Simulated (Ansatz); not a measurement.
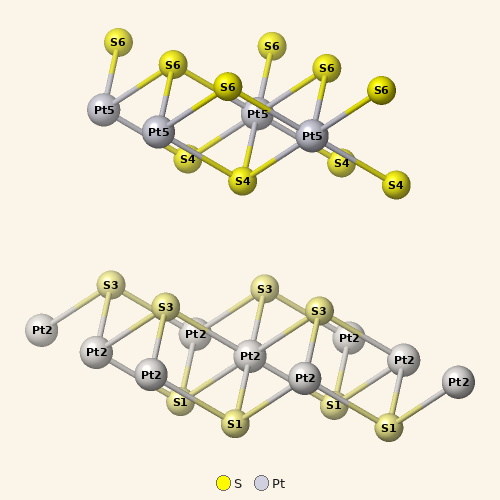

The system is a bilayer of two PtS₂ sheets (1T type) (6 atoms in the cell); the picture shows the reference structure; the lower layer is drawn fainter. The upper layer of a bilayer is slid along a line and lifted, both layers rigid. Coordinates scanned: (1) slide of the upper layer along the first surface vector, from S4 above S3; (2) distance between the facing planes of atoms. The grid has 6 × 6 points; 24 points were computed and 12 follow by symmetry. Points are written as (first, second). All energies are given in meV/Å² relative to the lowest grid point. Level of theory: DFT PBE+D3(BJ), scalar-relativistic, plane waves, PAW (Ansatz 0.2.0). Settings: cutoff 420 eV, k-mesh 9×9×1, gaussian smearing 0.05 eV, no spin polarisation.

Its coordinates:

```
CELL_PARAMETERS angstrom
3.54144 0.00000 0.00000
-1.77072 3.06698 0.00000
0.00000 0.00000 22.46716
ATOMIC_POSITIONS crystal
S 0.66667 0.33333 0.20029
Pt 0.00000 0.00000 0.25556
S 0.33333 0.66667 0.31083
S 0.83333 0.66667 0.44169
Pt 0.16667 0.33333 0.49696
S 0.50000 0.00000 0.55224
```

Range: slide of the upper layer along the first surface vector from 0.00 to 2.95 Å; distance between the facing planes of atoms from 2.94 to 4.74 Å.

> What landscape does the calculation give?

The lowest grid point is at (1.77 Å, 2.94 Å). It lies at the edge of the scanned range, so the true minimum may lie outside. The highest grid point, (0.00 Å, 2.94 Å), lies 19.4 meV/Å² above the lowest.

```tsv
second ↓, first →	0.00	0.59	1.18	1.77	2.36	2.95
4.74	16.4	16.4	16.4	16.4	16.4	16.4
4.14	12.2	12.1	11.9	11.8	11.9	12.1
3.74	9.3	8.9	8.1	7.7	8.1	8.9
3.46	8.5	7.5	5.5	4.5	5.5	7.5
3.21	10.6	8.2	3.8	1.9	3.8	8.2
2.94	19.4	13.8	4.2	0.0	4.2	13.8
```

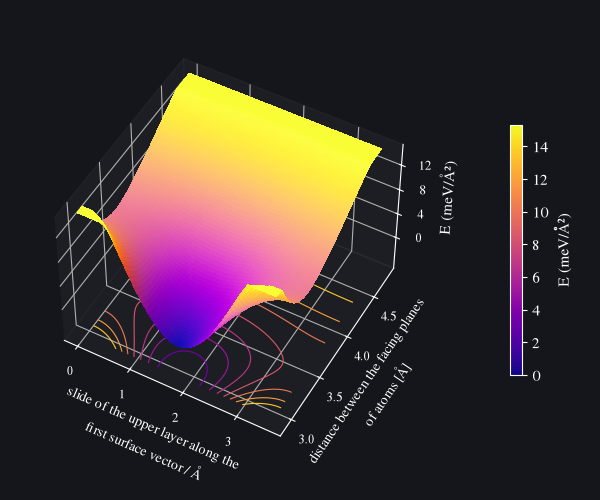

The picture shows a relief with its contours projected below, any walls above the top of the colour scale cut off. Between grid points the surface is interpolated.

Time for the 24 points that were run: 9.2 min on 1 thread of Intel(R) Xeon(R) Platinum 8259CL CPU @ 2.50GHz (Skylake/Cascade Lake), with other jobs on the host.
